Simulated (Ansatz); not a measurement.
A periodic structure is given below.

```
Ru
1.0
     3.79138    0.00000    0.00000
     0.00000    3.79138    0.00000
     0.00000    0.00000    3.79138
Ru
4
Cartesian
  0.0000 0.0000 0.0000
  0.0000 1.8957 1.8957
  1.8957 0.0000 1.8957
  1.8957 1.8957 0.0000
```

### Give a crystallographic description of this input.

The element is ruthenium. It belongs to space group Fm-3m (No. 225) and has a face-centred cubic lattice. Structure type: face-centred cubic (Cu type). The cell holds four atoms. Ru is coordinated by twelve Ru in a cuboctahedral arrangement at 2.68 Å. The bonds build a three-dimensional framework.

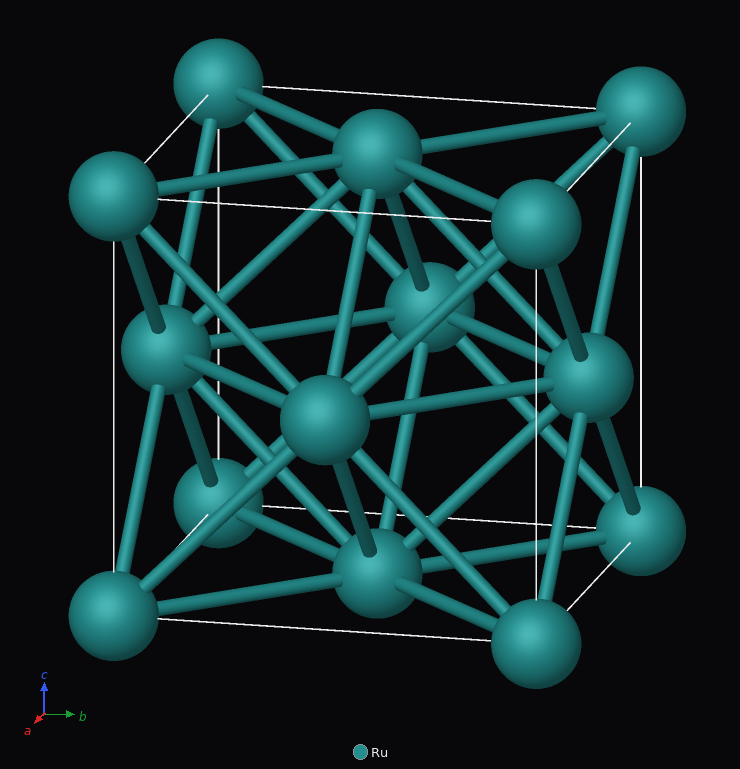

Drawn in the ball-and-stick manner and seen slightly off an axis. The conventional unit cell is outlined; an atom on or near a face, edge or corner is repeated at each equivalent position.

The initial geometry was a structure listed in the Materials Project. Earlier steps of the study may have refined or changed the cell and positions. It was run through Ansatz as a DFT input.
